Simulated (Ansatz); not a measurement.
**Formation energy and levels of the hydrogen interstitial H_i (bond centre, by F) in NaF (Fm-3m)**

Charge states of H_i (bond centre, by F) in NaF (Fm-3m), set against the band edges. Model: a cell of 54 host atoms with 1 H put in.

Calculated with Ansatz 0.2.0; place-levels on HSE06 runs: charge-transition levels and formation energies with image-charge correction and potential alignment at the atomic sites.

## 1. Starting point

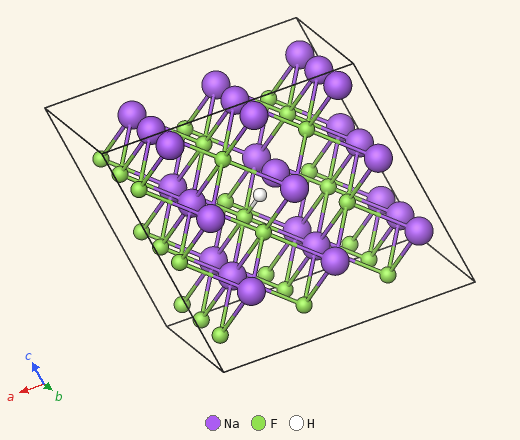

Start, viewed from a free direction; sodium purple, fluorine green, hydrogen white.

The cell holds 55 atoms: 27 Na, 27 F and 1 H. Cell: a = 9.816 Å, b = 9.816 Å, c = 9.816 Å, α = 60.0°, β = 60.0°, γ = 60.0°. It derives from NaF (space group Fm-3m). Nearest the centre at fractional (0.417, 0.583, 0.583): H55 at 0.00 Å, F28 at 1.16 Å, Na35 at 1.16 Å, Na51 at 2.59 Å, Na47 at 2.59 Å, Na29 at 2.59 Å, Na33 at 2.59 Å, F34 at 2.59 Å.

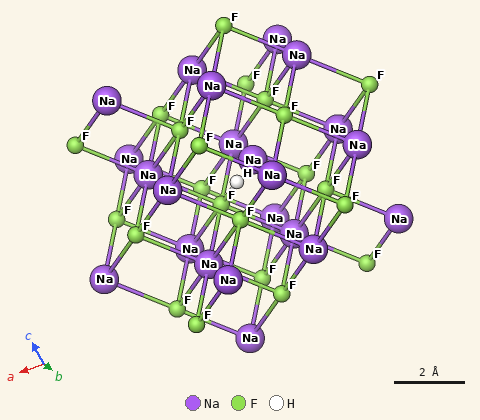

The atoms within 5 Å of the centre.

As a file:

```xyz
55
Lattice="0.0000 6.9412 6.9412 6.9412 0.0000 6.9412 6.9412 6.9412 0.0000" Properties=species:S:1:pos:R:3 pbc="T T T"
Na    0.0000    0.0000    0.0000
F     2.3137    2.3137    2.3137
Na    2.3137    2.3137    0.0000
F     4.6275    4.6275    2.3137
Na    4.6275    4.6275    0.0000
F     6.9412    6.9412    2.3137
Na    2.3137    0.0000    2.3137
F     4.6275    2.3137    4.6275
Na    4.6275    2.3137    2.3137
F     6.9412    4.6275    4.6275
Na    6.9412    4.6275    2.3137
F     9.2550    6.9412    4.6275
Na    4.6275    0.0000    4.6275
F     6.9412    2.3137    6.9412
Na    6.9412    2.3137    4.6275
F     9.2550    4.6275    6.9412
Na    9.2550    4.6275    4.6275
F    11.5687    6.9412    6.9412
Na    0.0000    2.3137    2.3137
F     2.3137    4.6275    4.6275
Na    2.3137    4.6275    2.3137
F     4.6275    6.9412    4.6275
Na    4.6275    6.9412    2.3137
F     6.9412    9.2550    4.6275
Na    2.3137    2.3137    4.6275
F     4.6275    4.6275    6.9412
Na    4.6275    4.6275    4.6275
F     6.9412    6.9412    6.9412
Na    6.9412    6.9412    4.6275
F     9.2550    9.2550    6.9412
Na    4.6275    2.3137    6.9412
F     6.9412    4.6275    9.2550
Na    6.9412    4.6275    6.9412
F     9.2550    6.9412    9.2550
Na    9.2550    6.9412    6.9412
F    11.5687    9.2550    9.2550
Na    0.0000    4.6275    4.6275
F     2.3137    6.9412    6.9412
Na    2.3137    6.9412    4.6275
F     4.6275    9.2550    6.9412
Na    4.6275    9.2550    4.6275
F     6.9412   11.5687    6.9412
Na    2.3137    4.6275    6.9412
F     4.6275    6.9412    9.2550
Na    4.6275    6.9412    6.9412
F     6.9412    9.2550    9.2550
Na    6.9412    9.2550    6.9412
F     9.2550   11.5687    9.2550
Na    4.6275    4.6275    9.2550
F     6.9412    6.9412   11.5687
Na    6.9412    6.9412    9.2550
F     9.2550    9.2550   11.5687
Na    9.2550    9.2550    9.2550
F    11.5687   11.5687   11.5687
H     8.0981    6.9412    6.9412
```

Known beforehand: the electronic dielectric constant, 1.90, and the static one, 5.29, computed on the host (DFPT, PBEsol).

The cell's shortest repeat is 9.8 Å.

## 2. The runs of each charge state

Levels follow from differences of total energies between charge states, each relaxed by itself.

Random displacements of about 0.05 Å break the site symmetry at the start, so that the relaxation can reach a distorted minimum if there is one. Forces are taken at one point at (¼, ¼, ¼). The cell holds 1 electron more than the neutral one, with a uniform background that keeps it neutral on the whole.

One of the inputs; charge, spin and start change from state to state.

qm1.relax/input.yaml reads:

```yaml
crystal:
  lattice:
    - [0.0, 2.31374787, 2.31374787]
    - [2.31374787, 0.0, 2.31374787]
    - [2.31374787, 2.31374787, 0.0]
  atoms:
    - { symbol: Na, position: [0.0, 0.0, 0.0] }
    - { symbol: F, position: [0.5, 0.5, 0.5] }
  supercell: [3, 3, 3]
  defects:
    - { interstitial: { symbol: H, position: [0.416667, 0.583333, 0.583333] } }
total_charge: -1
basis:
  ecutwfc: 420
  xc_grid: 2
hamiltonian:
  xc: pbesol
kpoints:
  mp_grid: { grid: [1, 1, 1], shift: [0.25, 0.25, 0.25] }
scf:
  occupations: { method: fixed }
  max_iter: 100
output:
  forces: true
  charged_corrections:
    epsilon: 1.9
    static_epsilon: 5.29
    defect_position: [0.416667, 0.583333, 0.583333]
relax:
  f_tol: 0.02
  max_steps: 60
  random_displacement: { amplitude: 0.05, seed: 9227 }
checkpoint:
  write: "../qm1.relax.run"
  compress: false
  write_wavefunctions: true
  write_every: 100000
```

Run with:

```sh
ansatz run input.yaml --threads 32 --pin off --max-ram 84787MiB --backend cuda --events-out ev --progress --plain --runs-dir out --max-vram 78GiB
```

Exact exchange opens the gap and lessens the self-interaction that spreads bound carriers; this run is a single point that starts from the saved hybrid relaxation.

The run of this state that the levels use, under HSE06:

qm1.hybq/input.yaml reads:

```yaml
crystal:
  checkpoint: "../qm1.hrelax.run"
  host: checkpoint
total_charge: -1
basis:
  ecutwfc: 420
  xc_grid: 2
hamiltonian:
  xc: hse06
kpoints:
  mp_grid: { grid: [1, 1, 1], shift: [0.25, 0.25, 0.25] }
scf:
  occupations: { method: fixed }
  max_iter: 100
output:
  forces: true
  charged_corrections:
    epsilon: 1.9
    static_epsilon: 5.29
    defect_position: [0.416667, 0.583333, 0.583333]
  eigenvalues: true
checkpoint:
  read: "../qm1.hrelax.run"
  write: "../qm1.hybq.run"
  compress: false
  write_wavefunctions: false
  write_every: 100000
```

Relaxations under PBEsol at one point at (¼, ¼, ¼); times on 1 × NVIDIA GB200 with 32 threads of Arm Neoverse V2, shared host:

| charge | moment (μB) | occupations | outcome | steps | largest displacement against the far atoms (Å) | time |
| --- | --- | --- | --- | --- | --- | --- |
| −1 | 0 | fixed | converged | 13 | 1.61 | 6.1 s |
| 0 | 1 | fixed | converged | 15 | 1.62 | 9.2 s |
| +1 | 0 | fixed | converged | 13 | 1.15 | 5.8 s |

Relaxations under HSE06 at the zone centre alone; times on 1 × NVIDIA GB200 with 32 threads of Arm Neoverse V2, shared host:

| charge | moment (μB) | occupations | outcome | steps | largest displacement against the far atoms (Å) | time |
| --- | --- | --- | --- | --- | --- | --- |
| −1 | 0 | fixed | converged | 2 | 1.62 | 5.4 s |
| 0 | 1 | fixed | converged | 1 | 1.62 | 5.3 s |
| +1 | 0 | fixed | converged | 3 | 1.15 | 9.2 s |

Single points under HSE06 at one point at (¼, ¼, ¼); times on 1 × NVIDIA GB200 with 32 threads of Arm Neoverse V2, shared host:

| charge | moment (μB) | occupations | outcome | time |
| --- | --- | --- | --- | --- |
| −1 | 0 | fixed | converged | 4.2 s |
| 0 | 1 | fixed | converged | 7.9 s |
| +1 | 0 | fixed | converged | 4.8 s |

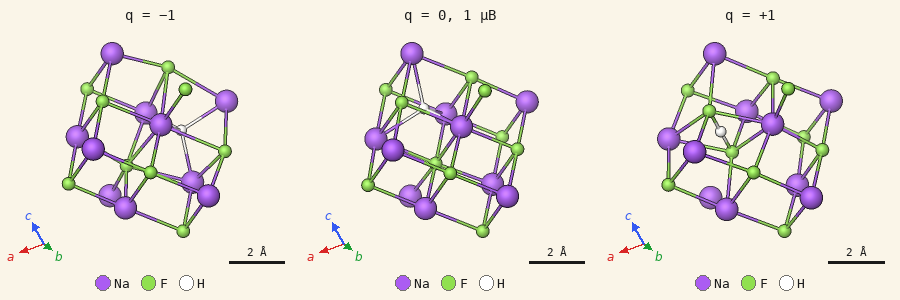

The structures near the centre after relaxation with HSE06, by charge. Bonds to atoms that aren't drawn are left out.

Distances (Å) from H55 to the nearest atoms after relaxation with HSE06:

| charge | moment (μB) | 1. | 2. | 3. | 4. | 5. | 6. |
| --- | --- | --- | --- | --- | --- | --- | --- |
| −1 | 0 | Na 1.97 | Na 1.97 | Na 1.97 | Na 1.97 | F 2.39 | F 2.39 |
| 0 | 1 | Na 2.09 | Na 2.09 | Na 2.09 | F 2.09 | Na 2.09 | F 2.10 |
| +1 | 0 | F 1.14 | F 1.14 | Na 2.04 | Na 2.04 | F 2.83 | F 2.83 |

## 3. place-levels, HSE06, the zone centre alone

Exact exchange opens the gap and lessens the self-interaction that spreads bound carriers; this run is a single point that starts from the saved hybrid relaxation.

qm1.hyb/input.yaml, as its differences from qm1.hybq/input.yaml of step 2:

```diff
@@ -10,3 +10,3 @@
 kpoints:
-  mp_grid: { grid: [1, 1, 1], shift: [0.25, 0.25, 0.25] }
+  mp_grid: { grid: [1, 1, 1] }
 scf:
@@ -21,5 +21,6 @@
   eigenvalues: true
+  eigenstates: { localisation: true }
 checkpoint:
   read: "../qm1.hrelax.run"
-  write: "../qm1.hybq.run"
+  write: "../qm1.hyb.run"
   compress: false
```

Wall time 3.2 s (1 × NVIDIA GB200 with 32 threads of Arm Neoverse V2, shared host); peak memory 1.3 GiB.

levels.hyb.yaml reads:

```yaml
host:
  run: host.hyb.run
states: [qm1.hyb.run, q0_M1.hyb.run, qp1.hyb.run]
geometry_from:
  qm1.hyb.run: qm1.hrelax.run
  q0_M1.hyb.run: q0_M1.hrelax.run
  qp1.hyb.run: qp1.hrelax.run
chemical_potentials:
  H:
    energy: -15.897708
    dataset: "<sha256 of the dataset>"
```

Run with:

```sh
ansatz place-levels levels.hyb.yaml -- --threads 32 --pin off --max-ram 84787MiB
```

Numbers of over 12 decimals in the logs are rounded to 6 here.

The log of the run:

```text
(+1/0) 6.676 eV above the valence edge, 1.833 eV under the conduction edge; not on the lower envelope
(0/-1) 6.343 eV above the valence edge, 2.166 eV under the conduction edge; not on the lower envelope
(+1/-1) 6.510 eV above the valence edge, 2.000 eV under the conduction edge: charges between them are lowest nowhere
formation energy of charge +1: -3.481 eV with the Fermi level at the valence edge
formation energy of charge 0: +3.196 eV with the Fermi level at the valence edge
formation energy of charge -1: +9.538 eV with the Fermi level at the valence edge
  edges by hse06, gap 8.509 eV; the host is sampled to repeats of 9.82 Å
[... the lines on each state left out ...]
```

Run time: 0.17 s. Hardware: 32 threads.

Under HSE06 the gap is 8.51 eV, (+1/0) 6.68, (0/−1) 6.34 eV; the steps are inverted, so the lowest state changes at (+1/−1) 6.51 eV.

## 4. Placing the levels, HSE06, one point at (¼, ¼, ¼)

A charged cell interacts with its images and the background, and its potential has another zero than the host's. place-levels removes the first by a point-charge model, screened by the static dielectric constant since the ions have relaxed around the charge, and the second by comparing potentials at atoms far from the defect.

The host is a run of the defect-free crystal in the same cutoffs, grids and k-points, so that basis and sampling errors cancel in part in the differences. The host is run in a cell of 2 atoms on a matching mesh. Its band edges are searched through the zone by a band path, so the gap is smaller than, or equal to, that on the mesh. Chemical potentials are energies per atom of H (H2 molecule), run with the same functional and cutoff.

levels.hybq.yaml reads:

```yaml
host:
  run: host.hybq.run
states: [qm1.hybq.run, q0_M1.hybq.run, qp1.hybq.run]
geometry_from:
  qm1.hybq.run: qm1.hrelax.run
  q0_M1.hybq.run: q0_M1.hrelax.run
  qp1.hybq.run: qp1.hrelax.run
chemical_potentials:
  H:
    energy: -15.897708
    dataset: "<sha256 of the dataset>"
```

Run with:

```sh
ansatz place-levels levels.hybq.yaml -- --threads 32 --pin off --max-ram 84787MiB
```

The log of the run:

```text
[... repeated set-up lines and file paths are left out, and long positions are rounded to six places ...]
[...]
formation energy of charge +1: -3.478 eV with the Fermi level at the valence edge
formation energy of charge 0: +3.200 eV with the Fermi level at the valence edge
formation energy of charge -1: +9.569 eV with the Fermi level at the valence edge
  edges by hse06, gap 8.504 eV; the host is sampled to repeats of 9.82 Å
  the defect's cells are sampled to repeats of 9.82 Å, like sampling
  charge +1: -62049.4565 eV with its correction of +0.482 eV, at epsilon 5.29, aligned at sites: +0.0328 eV, mean over 10 atomic sites at or beyond 4.91 Å from the defect at [0.4167, 0.5833, 0.5833], with +0.000000 for the charge's moments and without [...]
  charge 0: +0.000 eV for its dipole among its images, +0.000 omitted
  charge -1: -62037.6731 eV with its correction of +0.438 eV, at epsilon 5.29, aligned at sites: +0.0114 eV, mean over 10 atomic sites at or beyond 4.91 Å from the defect at [0.4167, 0.5833, 0.5833], with +0.000000 for the charge's moments and without [...]
  of the host: a hybrid's levels can ripple along a path where its exchange mesh is coarse, and an extremum then takes the crest, of which none of its warnings tells: converge the edges in the exchange mesh (kpoints.mp_grid)
  of states[2] (qp1.hybq.run): how wide its charge is, is not read beside other atoms or cores, and a band state would take no correction. [...]
  of states[1] (q0_M1.hybq.run): its alignment with the host at atomic sites is doubtful: the cell is too small to show whether the defect's potential has decayed: take a larger one; stability_check_not_made; [...]
  of states[0] (qm1.hybq.run): how wide its charge is, is not read beside other atoms or cores, and a band state would take no correction. [...]
```

Run time: 0.15 s. Hardware: 32 threads.

Under HSE06 the gap is 8.50 eV, (+1/0) 6.68, (0/−1) 6.37 eV; the steps are inverted, so the lowest state changes at (+1/−1) 6.52 eV; the stage before (HSE06, at other k-points) gave a gap of 8.51 eV and levels within 0.03 eV of these.

Levels between the charges placed, in eV above the valence top:

|  | gap (eV) | (+1/0) | (0/−1) |
| --- | --- | --- | --- |
| HSE06 | 8.50 | 6.68 | 6.37 |

Corrections by state:

| charge | moment (μB) | image terms and alignment (eV) | band filling (eV) | ε used | over the lowest of its charge, as the program ranks them, band filling apart (eV) |
| --- | --- | --- | --- | --- | --- |
| +1 | 0.0 | 0.482 | - | 5.29 | 0.000 |
| 0 | 1.0 | 0.000 | - | - | 0.000 |
| −1 | 0.0 | 0.438 | - | 5.29 | 0.000 |

From the program's caveats on the states, each cut to its opening words:

- charge +1, −1: how wide its charge is, is not read beside other atoms or cores, and a band state would take no correction
- charge +1, 0 (1 μB), −1: its alignment with the host at atomic sites is doubtful: the cell is too small to show whether the defect's potential has decayed: take a larger one
- charge +1: the far atoms show a dipole or second moment of the defect's charge, for which the correction takes or leaves out 0.197 eV: further moments aren't read, and [...]
- charge 0 (1 μB): flagged: stability check not made
- charge −1: its displacements don't fall off away from the defect: farther atoms stand 0.027 Å off the host's places

Chemical potentials of the elements' reference phases, run alike. Formation energies (elemental references), with the Fermi level at the valence top and at the conduction bottom (gap 8.50 eV):

| charge | at valence top (eV) | at conduction bottom (eV) | correction included (eV) |
| --- | --- | --- | --- |
| +1 | -3.48 | 5.03 | 0.48 |
| 0 | 3.20 | 3.20 | 0.00 |
| −1 | 9.57 | 1.06 | 0.44 |

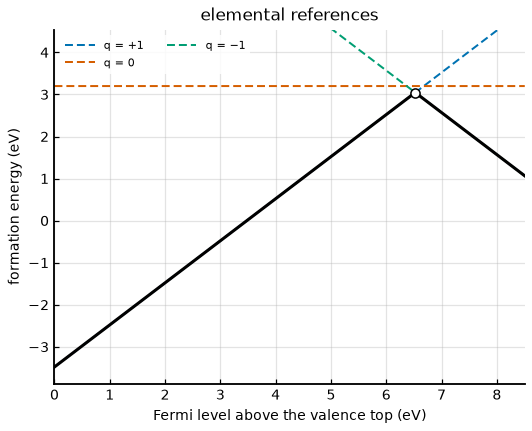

Formation energy against Fermi level; the thick line follows the lowest charge state and circles mark the transition levels.

## 5. Placing the levels, PBE0 form with 0.526 exact exchange

PBE0 form with 0.526 exact exchange on the same structure is run to see how far the result rests on the functional.

qm1.hyb2/input.yaml, as its differences from qm1.hyb/input.yaml of step 3:

```diff
@@ -8,3 +8,3 @@
 hamiltonian:
-  xc: hse06
+  xc: { preset: pbe0, exx: 0.526 }
 kpoints:
@@ -21,6 +21,5 @@
   eigenvalues: true
-  eigenstates: { localisation: true }
 checkpoint:
   read: "../qm1.hrelax.run"
-  write: "../qm1.hyb.run"
+  write: "../qm1.hyb2.run"
   compress: false
```

It took 4.3 s on 1 × NVIDIA GB200 with 32 threads; peak memory 1.4 GiB; 10 s of CPU time.

levels.hyb2.yaml reads:

```yaml
host:
  run: host.hyb2.run
states: [qm1.hyb2.run, q0_M1.hyb2.run, qp1.hyb2.run]
geometry_from:
  qm1.hyb2.run: qm1.hrelax.run
  q0_M1.hyb2.run: q0_M1.hrelax.run
  qp1.hyb2.run: qp1.hrelax.run
```

Run with:

```sh
ansatz place-levels levels.hyb2.yaml -- --threads 32 --pin off --max-ram 84787MiB
```

The log of the run:

```text
[...]
edges by {"exchange":"pbe","correlation":"pbe","exx":{"coeff":0.526,"omega":null}}, gap 12.633 eV; the host is sampled to repeats of 9.82 Å
[... the lines on each state left out ...]
```

Run time: 0.16 s. Hardware: 32 threads.

Under PBE0 form with 0.526 exact exchange the gap is 12.63 eV, (+1/0) 9.42, (0/−1) 9.00 eV; the steps are inverted, so the lowest state changes at (+1/−1) 9.21 eV; the stage before (HSE06, at other k-points) gave a gap of 8.50 eV and levels within 2.74 eV of these.

## 6. The ladder

Levels between neighbouring charges, in eV above each run's own valence top:

|  | gap (eV) | (+1/0) | (0/−1) | GPU time a state at this stage (restarts are quicker than cold starts) |
| --- | --- | --- | --- | --- |
| HSE06, zone centre alone | 8.51 | 6.68 | 6.34 | 4.5 s |
| HSE06, (¼, ¼, ¼) | 8.50 | 6.68 | 6.37 | 5.7 s |
| PBE0 form with 0.526 exact exchange on HSE06 structures, zone centre alone | 12.63 | 9.42 | 9.00 | 5.2 s |

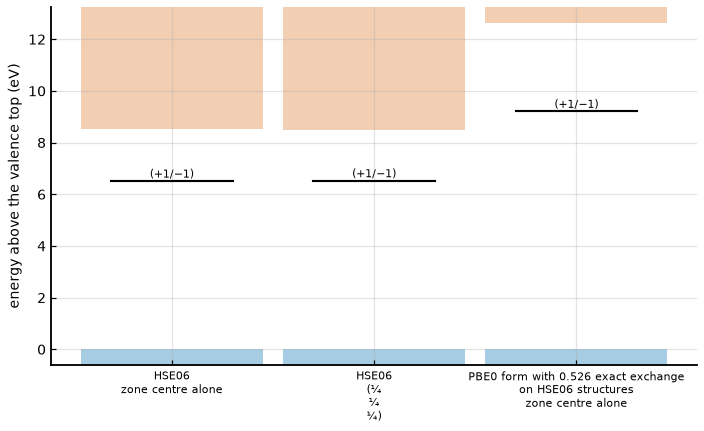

Levels between stable charges at each rung, each against its own band edges (shaded).

## 7. Results

```
gap of the host                                                             : 8.50 eV (HSE06)
level (plus 1/0)                                                            : 6.68 eV above the valence top, not a change between lowest states
level (0/minus 1)                                                           : 6.37 eV above the valence top, not a change between lowest states
level (plus 1/minus 1)                                                      : 6.52 eV above the valence top
lowest of the charges placed, just above the valence top (0.02 eV)          : +1
lowest of the charges placed, just below the conduction bottom (0.02 eV)    : −1
lowest formation energy at mid-gap of the charges run, elemental references : 0.77 eV
```

What this shows: Of the charges placed (−1, 0 and +1), the lowest changes at 6.52 eV (+1/−1) above the valence top, in a gap of 8.50 eV. (+1/−1) passes over charge 0, which lies 0.15 eV above the two there; a lower structure or spin state of it, if missed, would change that. Charges above +1 and below −1 were not placed, so these runs say nothing of levels that involve them. States placed: +1 at 0 μB; 0 at 1 μB; −1 at 0 μB. Other spin states or structures, where not listed, weren't placed. At charge −1, 0 and +1 the atom put in ends up to 1.6 Å from its starting place, so the name tells the start alone and the levels can join different sites. H is taken at its element; compounds, which aren't counted here, bound the chemical potentials and would shift these formation energies. The program doubts the alignment of potentials for at least one state, a sign that the cell is small. Limits: one k-point off the zone centre stands for the whole zone; where a gas molecule sets a chemical potential or the host's formation energy, its binding is uncorrected.

[Logs are printed without paths, hosts, clocks, repeated set-up lines and the standing remarks that a program may print on its own settings, such as how far it seeks lower states.]

[Hosts, paths, dates, database ids (printed as entryN), source tags and the programs' standing remarks are cut or masked in the printed files.]

[Where a table of states has a column of steps, it counts the stored structures, which are thinned; the runs took as many ionic steps or more.]

[A defect's name tells the site on which it was built; relaxed atoms can leave that site.]

[For some hosts the program warned that the k-mesh of the response run may be too coarse for force constants and the static dielectric constant; such warnings are not shown here.]
